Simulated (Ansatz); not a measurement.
Geometry relaxation, with input and output: MoS₂ (part 2 of 3)

MoS₂ (slab, 3 atoms in the cell); DFT PBE+D3(BJ), scalar-relativistic, plane waves, PAW, spin-polarised (Ansatz 0.2.0); cutoff 420 eV, 12×12×1 k-mesh, Gaussian smearing of 0.05 eV, collinear spins. The structure derives from a Materials Project entry. It belongs to a series of runs on one base structure; here: sheet relaxed with its cell in the plane.

Geometry of the input (Å; fractional positions):
```
3.1837  0.0000  0.0000
-1.5919  2.7572  0.0000
0.0000  0.0000  23.1031
S  0.6667  0.3333  0.4328
Mo 0.3333  0.6667  0.5000
S  0.6667  0.3333  0.5672
```

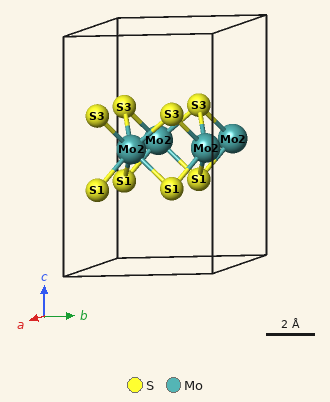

*The geometry at step 3 of the log (ball-and-stick view of the 2 × 2 repeat of the cell, with the vacuum cut short, seen slightly off an axis; atoms are numbered from 1 in the order of the input).*

### Log, continued
```
SCF iter   1: F=—  HF=-6763.760187 eV  |F-HF|=—  |Δ(HF+E_count)|=         —  Δρ=9.33e-4 (↑9.33e-4 ↓8.55e-4)  dr2=6.22e-3  dr2_m=1.75e-4  M=0.000 μB ∫|m|=0.010 μB  β_m=0.30  ethr=2.45e-5  p=0.000 e·Å  D=1.82e-5 V/Å  ΔV_dip=-0.00 eV  dr2_dipole=5.24e-8  V_vac-E_F(+/−)=5.05/5.05 eV  ⟨swp⟩=2.5  Hψ=5453  notcnv=0
efield: sawtooth ramp at fractional position 0.9800 (handed on by an earlier solve), width 0.0400; the density the first Hamiltonian is built on has a dipole p = 0.000 e·Å; the dipole correction subtracts the counter field D = 1.82e-5 V/Å, which shifts the + side's vacuum level by -0.00 eV against the − side's; the planar-averaged density in the ramp window peaks in size at 2.2e-6 e/Å³
preconditioner: auto → none  [insulator: Δε(μ)=1.835 eV  Ē_g=8.892 eV  σ=0.050 eV  W_gap=1.00  n_scr=14 (ndim 8)  ℏωp=11.2 eV  f_vac=0.702  D(μ)=0.00/eV (n_scr^D=0)  ε∞_Penn≈2.6]
SCF iter   2: F=—  HF=-6763.758625 eV  |F-HF|=—  |Δ(HF+E_count)|=   1.56e-3  Δρ=5.83e-4 (↑5.83e-4 ↓5.24e-4)  dr2=1.43e-3  dr2_m=9.66e-5  M=0.000 μB ∫|m|=0.008 μB  β_m=0.30  ethr=2.39e-5  p=-0.000 e·Å  D=-7.50e-5 V/Å  ΔV_dip=0.00 eV  dr2_dipole=3.41e-7  V_vac-E_F(+/−)=4.98/4.98 eV  ⟨swp⟩=2.1  Hψ=880  notcnv=0  κ⁻¹=1.0e0(r=1)
SCF iter   3: F=—  HF=-6763.758422 eV  |F-HF|=—  |Δ(HF+E_count)|=   2.02e-4  Δρ=2.97e-4 (↑2.87e-4 ↓2.97e-4)  dr2=2.69e-4  dr2_m=3.61e-5  M=0.000 μB ∫|m|=0.005 μB  β_m=0.30  ethr=5.49e-6  p=0.000 e·Å  D=2.97e-4 V/Å  ΔV_dip=-0.01 eV  dr2_dipole=6.28e-6  V_vac-E_F(+/−)=4.95/4.96 eV  ⟨swp⟩=2.0  Hψ=980  notcnv=0  κ⁻¹=1.0e-1(r=2)
SCF iter   4: F=—  HF=-6763.758539 eV  |F-HF|=—  |Δ(HF+E_count)|=   1.17e-4  Δρ=1.95e-4 (↑1.78e-4 ↓1.95e-4)  dr2=3.16e-4  dr2_m=1.70e-5  M=0.000 μB ∫|m|=0.004 μB  β_m=0.30  ethr=1.04e-6  p=-0.001 e·Å  D=-8.52e-4 V/Å  ΔV_dip=0.02 eV  dr2_dipole=5.16e-5  V_vac-E_F(+/−)=4.96/4.94 eV  ⟨swp⟩=2.1  Hψ=817  notcnv=0  κ⁻¹=9.0e-2(r=3)
SCF iter   5: F=—  HF=-6763.758568 eV  |F-HF|=—  |Δ(HF+E_count)|=   2.93e-5  Δρ=1.44e-4 (↑1.24e-4 ↓1.44e-4)  dr2=8.37e-5  dr2_m=1.08e-5  M=0.000 μB ∫|m|=0.003 μB  β_m=0.30  ethr=1.04e-6  p=0.000 e·Å  D=3.47e-4 V/Å  ΔV_dip=-0.01 eV  dr2_dipole=8.57e-6  V_vac-E_F(+/−)=4.95/4.95 eV  ⟨swp⟩=2.0  Hψ=770  notcnv=0  κ⁻¹=1.0e-2(r=4)
SCF iter   6: F=—  HF=-6763.758670 eV  |F-HF|=—  |Δ(HF+E_count)|=   1.02e-4  Δρ=4.75e-5 (↑2.67e-5 ↓4.75e-5)  dr2=3.79e-6  dr2_m=1.49e-6  M=0.000 μB ∫|m|=0.001 μB  β_m=0.30  ethr=3.22e-7  p=0.000 e·Å  D=2.57e-6 V/Å  ΔV_dip=-0.00 eV  dr2_dipole=3.39e-12  V_vac-E_F(+/−)=4.95/4.95 eV  ⟨swp⟩=2.4  Hψ=1128  notcnv=0  κ⁻¹=1.1e-4(r=5)
SCF iter   7: F=—  HF=-6763.758708 eV  |F-HF|=—  |Δ(HF+E_count)|=   3.79e-5  Δρ=1.35e-5 (↑7.39e-6 ↓1.35e-5)  dr2=1.09e-6  dr2_m=8.38e-8  M=0.000 μB ∫|m|=0.000 μB  β_m=0.30  ethr=1.46e-8  p=-0.000 e·Å  D=-1.76e-6 V/Å  ΔV_dip=0.00 eV  dr2_dipole=1.72e-10  V_vac-E_F(+/−)=4.95/4.95 eV  ⟨swp⟩=3.4  Hψ=1411  notcnv=0  κ⁻¹=1.6e-5(r=6)
SCF iter   8: F=—  HF=-6763.758711 eV  |F-HF|=—  |Δ(HF+E_count)|=   3.05e-6  Δρ=8.26e-6 (↑4.54e-6 ↓8.26e-6)  dr2=2.25e-7  dr2_m=2.27e-8  M=0.000 μB ∫|m|=0.000 μB  β_m=0.30  ethr=4.19e-9  p=-0.000 e·Å  D=-2.34e-6 V/Å  ΔV_dip=0.00 eV  dr2_dipole=1.14e-12  V_vac-E_F(+/−)=4.95/4.95 eV  ⟨swp⟩=2.4  Hψ=1051  notcnv=0  κ⁻¹=1.3e-5(r=7)
SCF iter   9: F=—  HF=-6763.758713 eV  |F-HF|=—  |Δ(HF+E_count)|=   2.05e-6  Δρ=1.67e-6 (↑1.67e-6 ↓1.50e-6)  dr2=1.71e-8  dr2_m=4.09e-10  M=0.000 μB ∫|m|=0.000 μB  β_m=0.30  ethr=8.65e-10  p=-0.000 e·Å  D=-3.28e-6 V/Å  ΔV_dip=0.00 eV  dr2_dipole=4.94e-11  V_vac-E_F(+/−)=4.95/4.95 eV  ⟨swp⟩=3.2  Hψ=1371  notcnv=0  κ⁻¹=3.2e-7(r=8)
SCF iter  10: F=—  HF=-6763.758713 eV  |F-HF|=—  |Δ(HF+E_count)|=   6.96e-8  Δρ=9.91e-7 (↑9.91e-7 ↓9.35e-7)  dr2=4.65e-9  dr2_m=2.18e-10  M=0.000 μB ∫|m|=0.000 μB  β_m=0.30  ethr=6.59e-11  p=-0.000 e·Å  D=-3.57e-6 V/Å  ΔV_dip=0.00 eV  dr2_dipole=1.13e-13  V_vac-E_F(+/−)=4.95/4.95 eV  ⟨swp⟩=2.3  Hψ=1060  notcnv=0  κ⁻¹=4.1e-7(r=8)
SCF iter  11: F=—  HF=-6763.758714 eV  |F-HF|=—  |Δ(HF+E_count)|=   7.39e-8  Δρ=3.60e-7 (↑3.60e-7 ↓3.00e-7)  dr2=8.11e-10  dr2_m=8.07e-11  M=0.000 μB ∫|m|=0.000 μB  β_m=0.30  ethr=1.79e-11  p=-0.000 e·Å  D=-3.12e-6 V/Å  ΔV_dip=0.00 eV  dr2_dipole=8.42e-14  V_vac-E_F(+/−)=4.95/4.95 eV  ⟨swp⟩=3.5  Hψ=1482  notcnv=0  κ⁻¹=2.6e-8(r=8)
SCF iter  12: F=-6763.758714 eV  HF=-6763.758714 eV  |F-HF|=1.10e-8  |Δ(HF+E_count)|=   9.77e-9  Δρ=8.00e-7 (↑8.00e-7 ↓6.70e-7)  dr2=1.20e-8  dr2_m=2.05e-11  M=0.000 μB ∫|m|=0.000 μB  ethr=3.12e-12  p=-0.000 e·Å  D=-3.47e-6 V/Å  ΔV_dip=0.00 eV  dr2_dipole=2.72e-13  V_vac-E_F(+/−)=4.95/4.95 eV  ⟨swp⟩=1.9  Hψ=2647  notcnv=0
the starting moments were not kept: the SCF closed with an absolute magnetisation of 6.0e-6 μB, where they sum to 1 μB in size (1 site). That is at most 0.1 of that sum. Measured as dr2_m measures the in/out step, that magnetisation stands 4.4e-12 eV from none, at or under the dr2_threshold of 3.0e-7 eV: it is no larger than a step whose dr2_m would equal this threshold.
SCF 2 converged in 12 iterations: F = -6763.758714 eV  dr2 = 1.20e-8
relax step   2: F+E_penalty+E_count = -6763.75871352 eV  Δ(F+E_penalty+E_count) = -2.469e-3 eV  max|allowed force component| = 2.276e-1 eV/Å  Δτ_max = 0.0349 Å  P = -0.014 GPa  Ω = 196.534 Å³  energy of the carried Pulay correction = +1.881e-4 eV  fix = [c, alpha, beta]  reactions: c -0.589 GPa  (12 SCF iters, dr2 threshold 3.00e-7 eV, accepted)
Crystal: 3 atoms, lattice volume = 199.111 Å³
Basis set: ecut = 420 eV, 3845 PW (Γ), exchange–correlation on 48×48×320 points (8 copies of the dense FFT grid, shifted against one another)
iter 1 solved again at ethr=5.08e-6 eV; its pass at ethr=3.10e-3 eV (dr2=1.32e-3 eV) is discarded
SCF iter   1: F=—  HF=-6763.765345 eV  |F-HF|=—  |Δ(HF+E_count)|=         —  Δρ=4.13e-4 (↑4.13e-4 ↓3.99e-4)  dr2=1.26e-3  dr2_m=3.07e-5  M=0.000 μB ∫|m|=0.004 μB  β_m=0.30  ethr=5.08e-6  p=-0.000 e·Å  D=-3.47e-6 V/Å  ΔV_dip=0.00 eV  dr2_dipole=2.34e-9  V_vac-E_F(+/−)=4.98/4.98 eV  ⟨swp⟩=2.1  Hψ=5163  notcnv=0
efield: sawtooth ramp at fractional position 0.9800 (handed on by an earlier solve), width 0.0400; the density the first Hamiltonian is built on has a dipole p = -0.000 e·Å; the dipole correction subtracts the counter field D = -3.47e-6 V/Å, which shifts the + side's vacuum level by +0.00 eV against the − side's; the planar-averaged density in the ramp window peaks in size at 2.1e-6 e/Å³
preconditioner: auto → none  [insulator: Δε(μ)=1.767 eV  Ē_g=8.858 eV  σ=0.050 eV  W_gap=1.00  n_scr=14 (ndim 8)  ℏωp=11.2 eV  f_vac=0.704  D(μ)=0.00/eV (n_scr^D=0)  ε∞_Penn≈2.6]
SCF iter   2: F=—  HF=-6763.765035 eV  |F-HF|=—  |Δ(HF+E_count)|=   3.10e-4  Δρ=2.73e-4 (↑2.73e-4 ↓2.53e-4)  dr2=3.34e-4  dr2_m=1.70e-5  M=0.000 μB ∫|m|=0.003 μB  β_m=0.30  ethr=4.85e-6  p=0.000 e·Å  D=1.61e-5 V/Å  ΔV_dip=-0.00 eV  dr2_dipole=1.43e-8  V_vac-E_F(+/−)=5.02/5.02 eV  ⟨swp⟩=2.0  Hψ=884  notcnv=0  κ⁻¹=1.0e0(r=1)
SCF iter   3: F=—  HF=-6763.765018 eV  |F-HF|=—  |Δ(HF+E_count)|=   1.71e-5  Δρ=1.45e-4 (↑1.45e-4 ↓1.44e-4)  dr2=6.85e-5  dr2_m=7.01e-6  M=0.000 μB ∫|m|=0.002 μB  β_m=0.30  ethr=1.29e-6  p=-0.000 e·Å  D=-5.40e-5 V/Å  ΔV_dip=0.00 eV  dr2_dipole=2.01e-7  V_vac-E_F(+/−)=5.03/5.03 eV  ⟨swp⟩=2.2  Hψ=976  notcnv=0  κ⁻¹=1.4e-1(r=2)
SCF iter   4: F=—  HF=-6763.765021 eV  |F-HF|=—  |Δ(HF+E_count)|=   3.32e-6  Δρ=7.17e-5 (↑6.75e-5 ↓7.17e-5)  dr2=2.55e-5  dr2_m=2.28e-6  M=0.000 μB ∫|m|=0.001 μB  β_m=0.30  ethr=2.63e-7  p=0.000 e·Å  D=2.10e-4 V/Å  ΔV_dip=-0.00 eV  dr2_dipole=3.00e-6  V_vac-E_F(+/−)=5.03/5.03 eV  ⟨swp⟩=1.7  Hψ=908  notcnv=0  κ⁻¹=6.2e-2(r=3)
SCF iter   5: F=—  HF=-6763.765025 eV  |F-HF|=—  |Δ(HF+E_count)|=   3.05e-6  Δρ=5.07e-5 (↑4.65e-5 ↓5.07e-5)  dr2=2.87e-5  dr2_m=1.26e-6  M=0.000 μB ∫|m|=0.001 μB  β_m=0.30  ethr=9.80e-8  p=-0.000 e·Å  D=-2.79e-4 V/Å  ΔV_dip=0.01 eV  dr2_dipole=5.33e-6  V_vac-E_F(+/−)=5.03/5.03 eV  ⟨swp⟩=2.0  Hψ=799  notcnv=0  κ⁻¹=1.7e-2(r=4)
SCF iter   6: F=—  HF=-6763.765025 eV  |F-HF|=—  |Δ(HF+E_count)|=   1.22e-7  Δρ=1.74e-5 (↑1.29e-5 ↓1.74e-5)  dr2=4.33e-7  dr2_m=2.71e-7  M=0.000 μB ∫|m|=0.001 μB  β_m=0.30  ethr=9.80e-8  p=0.000 e·Å  D=2.84e-6 V/Å  ΔV_dip=-0.00 eV  dr2_dipole=4.95e-11  V_vac-E_F(+/−)=5.03/5.03 eV  ⟨swp⟩=1.9  Hψ=769  notcnv=0  κ⁻¹=2.6e-4(r=5)
SCF iter   7: F=—  HF=-6763.765026 eV  |F-HF|=—  |Δ(HF+E_count)|=   8.95e-7  Δρ=6.52e-6 (↑5.74e-6 ↓6.52e-6)  dr2=8.54e-8  dr2_m=4.26e-8  M=0.000 μB ∫|m|=0.000 μB  β_m=0.30  ethr=1.66e-9  p=0.000 e·Å  D=4.88e-6 V/Å  ΔV_dip=-0.00 eV  dr2_dipole=6.47e-10  V_vac-E_F(+/−)=5.03/5.03 eV  ⟨swp⟩=2.8  Hψ=1329  notcnv=0  κ⁻¹=4.3e-5(r=6)
SCF iter   8: F=—  HF=-6763.765026 eV  |F-HF|=—  |Δ(HF+E_count)|=   6.56e-8  Δρ=3.60e-6 (↑1.81e-6 ↓3.60e-6)  dr2=1.63e-8  dr2_m=1.10e-8  M=0.000 μB ∫|m|=0.000 μB  β_m=0.30  ethr=3.28e-10  p=0.000 e·Å  D=1.61e-6 V/Å  ΔV_dip=-0.00 eV  dr2_dipole=6.72e-11  V_vac-E_F(+/−)=5.03/5.03 eV  ⟨swp⟩=2.5  Hψ=1309  notcnv=0  κ⁻¹=1.2e-5(r=7)
SCF iter   9: F=—  HF=-6763.765026 eV  |F-HF|=—  |Δ(HF+E_count)|=   5.57e-8  Δρ=1.48e-6 (↑8.20e-7 ↓1.48e-6)  dr2=2.89e-9  dr2_m=1.86e-9  M=0.000 μB ∫|m|=0.000 μB  β_m=0.30  ethr=6.27e-11  p=0.000 e·Å  D=2.55e-6 V/Å  ΔV_dip=-0.00 eV  dr2_dipole=5.00e-11  V_vac-E_F(+/−)=5.03/5.03 eV  ⟨swp⟩=2.8  Hψ=1302  notcnv=0  κ⁻¹=3.1e-6(r=8)
SCF iter  10: F=—  HF=-6763.765026 eV  |F-HF|=—  |Δ(HF+E_count)|=   1.46e-8  Δρ=3.92e-7 (↑3.05e-7 ↓3.92e-7)  dr2=5.50e-10  dr2_m=8.95e-11  M=0.000 μB ∫|m|=0.000 μB  β_m=0.30  ethr=1.11e-11  p=0.000 e·Å  D=7.63e-7 V/Å  ΔV_dip=-0.00 eV  dr2_dipole=6.30e-12  V_vac-E_F(+/−)=5.03/5.03 eV  ⟨swp⟩=2.5  Hψ=1338  notcnv=0  κ⁻¹=6.5e-7(r=8)
SCF iter  11: F=-6763.765026 eV  HF=-6763.765026 eV  |F-HF|=4.35e-9  |Δ(HF+E_count)|=   3.06e-9  Δρ=5.45e-7 (↑3.78e-7 ↓5.45e-7)  dr2=4.80e-9  dr2_m=2.92e-11  M=0.000 μB ∫|m|=0.000 μB  ethr=2.12e-12  p=0.000 e·Å  D=1.08e-6 V/Å  ΔV_dip=-0.00 eV  dr2_dipole=2.40e-13  V_vac-E_F(+/−)=5.03/5.03 eV  ⟨swp⟩=1.8  Hψ=2385  notcnv=0
the starting moments were not kept: the SCF closed with an absolute magnetisation of 7.9e-6 μB, where they sum to 1 μB in size (1 site). That is at most 0.1 of that sum. Measured as dr2_m measures the in/out step, that magnetisation stands 7.9e-12 eV from none, at or under the dr2_threshold of 3.0e-7 eV: it is no larger than a step whose dr2_m would equal this threshold.
SCF 3 converged in 11 iterations: F = -6763.765026 eV  dr2 = 4.80e-9
relax step   3: F+E_penalty+E_count = -6763.76502569 eV  Δ(F+E_penalty+E_count) = -6.312e-3 eV  max|allowed force component| = 1.014e-2 eV/Å  Δτ_max = 0.0186 Å  P = -0.025 GPa  Ω = 199.111 Å³  energy of the carried Pulay correction = +1.100e-4 eV  fix = [c, alpha, beta]  reactions: c -0.028 GPa  (11 SCF iters, dr2 threshold 3.00e-7 eV, accepted)
Initial wavefunctions: pseudopotential atomic-orbital guess (no wavefunctions were taken with the density)
iter 1 solved again at ethr=3.31e-7 eV; its pass at ethr=3.10e-3 eV (dr2=8.60e-5 eV) is discarded
```
